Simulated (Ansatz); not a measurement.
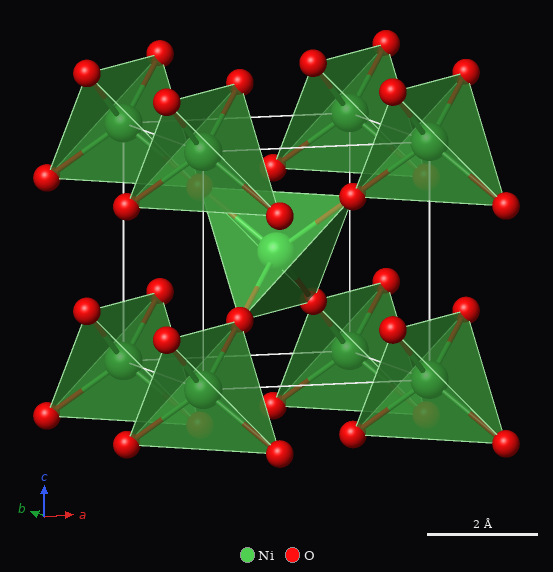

This is the input geometry for a relaxation of crystalline NiO2 (built on the cuprite_224 type) (coarse preliminary run). Style: polyhedral. Shown: the cell of the calculation, slightly off an axis.

Case: anti-cuprite type (Pn-3m, No. 224).

Computed with Ansatz, DFT r2SCAN, scalar-relativistic, plane waves, PAW.

Input
```yaml
crystal:
  lattice:
    - [4.3852570779, 0.0, 0.0]
    - [0.0, 4.3852570779, 0.0]
    - [0.0, 0.0, 4.3852570779]
  atoms:
    - { symbol: Ni, position: [0.0, 0.0, 0.0], spin: 2.11 }
    - { symbol: Ni, position: [0.5, 0.5, 0.5], spin: 2.11 }
    - { symbol: O, position: [0.25, 0.25, 0.25], spin: 1.03 }
    - { symbol: O, position: [0.25, 0.75, 0.75], spin: 1.03 }
    - { symbol: O, position: [0.75, 0.75, 0.25], spin: 1.03 }
    - { symbol: O, position: [0.75, 0.25, 0.75], spin: 1.03 }
basis:
  ecutwfc: 500
kpoints:
  mp_grid: { grid: [4, 4, 4] }
hamiltonian:
  xc: r2scan
scf:
  occupations: { method: gaussian, width: 0.1 }
  lower_state_search: "off"
output:
  forces: true
  stress: true
  eigenvalues: true
  populations: true
magnetization:
  spin_polarized: true
relax:
  adjacent_minimum: "off"
  f_tol: 0.04
  max_steps: 70
  cell: { stress_tol: 0.4 }
```

Command:
```bash
ansatz run input.yaml --threads 1 --pin off --max-ram 2560MiB --backend cpu --events-out ev --progress --plain --runs-dir out
```

What does the optimiser find from here?

Answer. The energy falls by 125 meV per atom in 3 accepted moves (4 points after the start). All forces vanish by symmetry, so only the cell relaxes. The pressure goes from −15.95 to 0.00 GPa. The SCF was repeated once at an unchanged geometry on a basis and grid sized afresh for the cell, which shifted the energy by 1.9 meV per atom at most. The atoms keep their places relative to the cell (all moves are under 0.005 Å). The volume changes by −15.2 %, with a = b = c 4.385 → 4.151 Å (−5.3 %). Among the contacts that change: Ni1–O3 1.899 → 1.797 Å. The space group stays Pn-3m (No. 224).

Final geometry:

```
Ni O
1.0
     4.15103    0.00000    0.00000
     0.00000    4.15103    0.00000
     0.00000    0.00000    4.15103
Ni O
2 4
Direct
  0.00000 0.00000 0.00000
  0.50000 0.50000 0.50000
  0.25000 0.25000 0.25000
  0.25000 0.75000 0.75000
  0.75000 0.75000 0.25000
  0.75000 0.25000 0.75000
```

After the run, drawn alike:

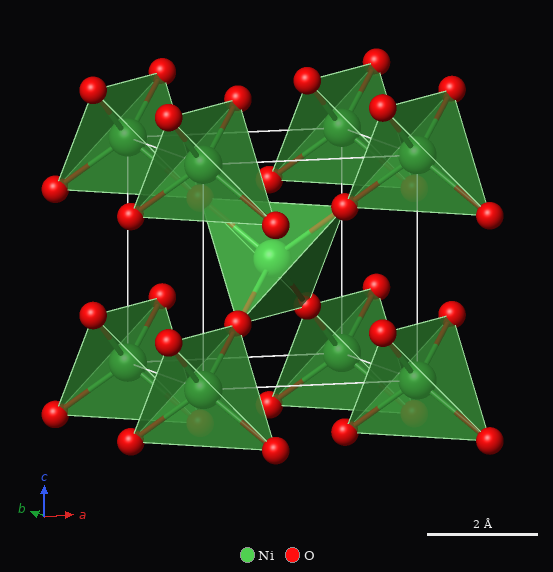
